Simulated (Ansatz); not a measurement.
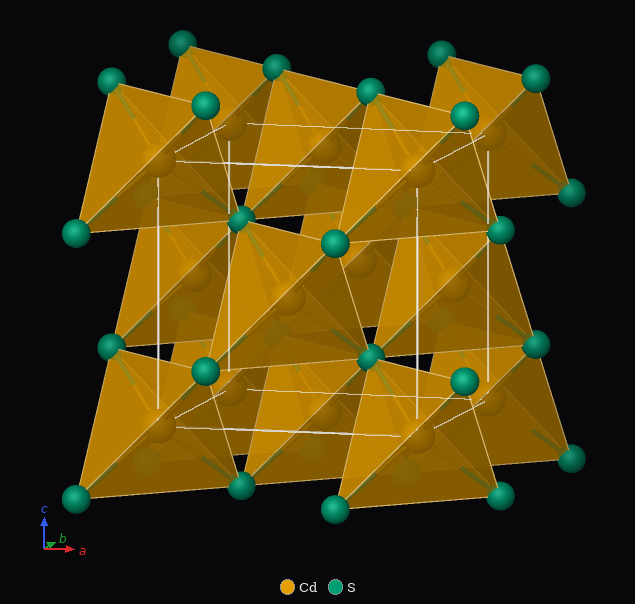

This polyhedral model is shown slightly off an axis. The conventional unit cell is drawn as a box. Some neighbours outside the box are added.

CdS, space group F-43m (No. 216), a = 5.93 Å, b = 5.93 Å, c = 5.93 Å, α = 90.00°, β = 90.00°, γ = 90.00°.

Results below were computed with Ansatz, DFT PBE, scalar-relativistic, plane waves, PAW; the settings were a basis cut at 420 eV, k-points about 0.23 Å⁻¹ apart, Gaussian smearing of 0.02 eV, no spin polarisation.

**Is it conducting or gapped at this level?**

A semiconductor at this level, with a gap of 1.04 eV on the k-mesh (the true edges may lie between mesh points, so the gap can be somewhat smaller).

Provenance: a structure listed in the Materials Project. A relaxation with DFT PBE, scalar-relativistic, plane waves, PAW in Ansatz 0.2.0 gave the geometry drawn.
